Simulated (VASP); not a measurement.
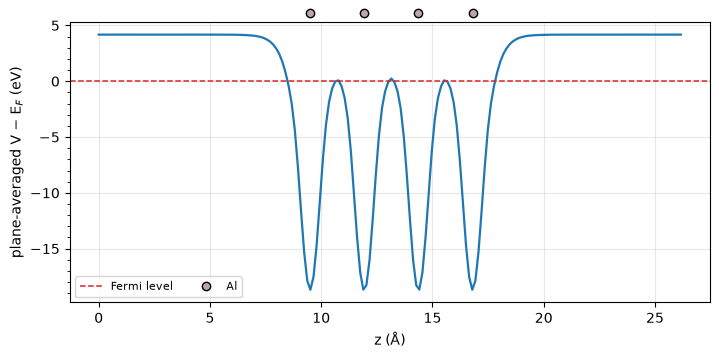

Figure 1: Al (slab). Plane average of the electrostatic potential energy of an electron across the slab. Circles mark the heights of the atoms.

Not relaxed (largest force 0.3 eV/Å).

Computed with VASP 6.6.1, Kohn-Sham DFT of a periodic cell, r2SCAN, VASP PAW PBE potentials, recommended.

In a PAW calculation such maps are meaningful between the atoms, not at the nuclei.

How far above the Fermi level of the calculation is the vacuum level?

Answer. 4.2 eV.

How thick is the slab, and how wide the vacuum?

Answer. The outermost nuclei are 7.3 Å apart, in 4 atomic planes; the vacuum between periodic images is 19.0 Å wide.
